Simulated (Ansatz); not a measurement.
System: Si, space group P6/mmm (No. 191).

Structure:
```yaml
crystal:
  lattice:
    - [2.62054, 0.00000, 0.00000]
    - [-1.31027, 2.26946, 0.00000]
    - [0.00000, 0.00000, 2.46635]
  atoms:
    - { symbol: Si, position: [0.00000, 0.00000, 0.00000] }
```

Computed with Ansatz 0.2.0: deformation of a crystal at fixed volume, lengths along the axis scaled against those across it, fractional coordinates fixed, by plane-wave density functional theory with PAW datasets, free energies less that of the undisturbed cell, pressure positive in compression; scalar-relativistic. Level: r2SCAN, no spin polarisation.

- wave cutoff: 500 eV
- k mesh: 24×24×22
- occupations: Gaussian
- smearing width: 0.15 eV
- k shift: (0, 0, 0) (mesh steps)
- start: as given
- path: axial
- axis direction: (0, 0, 1) (Cartesian unit vector)

What does the calculation give for the energy change and pressure against relative axial ratio? The relative axial ratio takes the values 0.80, 0.85, 0.92, 0.96, 1.00, 1.05, 1.10, 1.20, 1.30.

The energy change is 511 meV/atom at relative axial ratio 0.80 and 404 meV/atom at 1.30; the lowest computed point is at relative axial ratio 1.00 (0 meV/atom). The pressure goes from 19.1 GPa at relative axial ratio 0.80 to 11.5 GPa at 1.30, not monotonically, with a low of 2.0 GPa at 1.05.

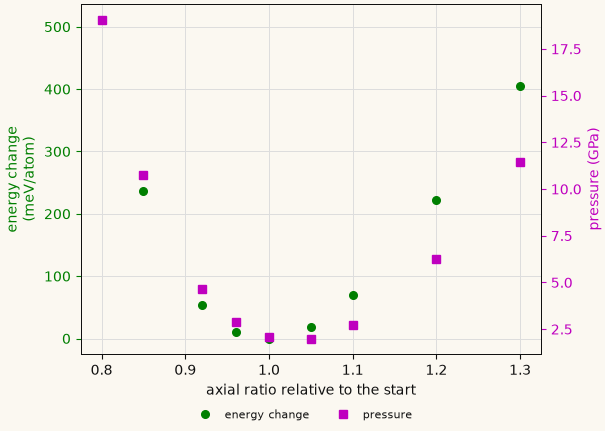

Limits of the calculation: reference crystal is not relaxed; shape and atomic fractions are frozen while scaling, which makes layered, chain and framework solids too stiff.
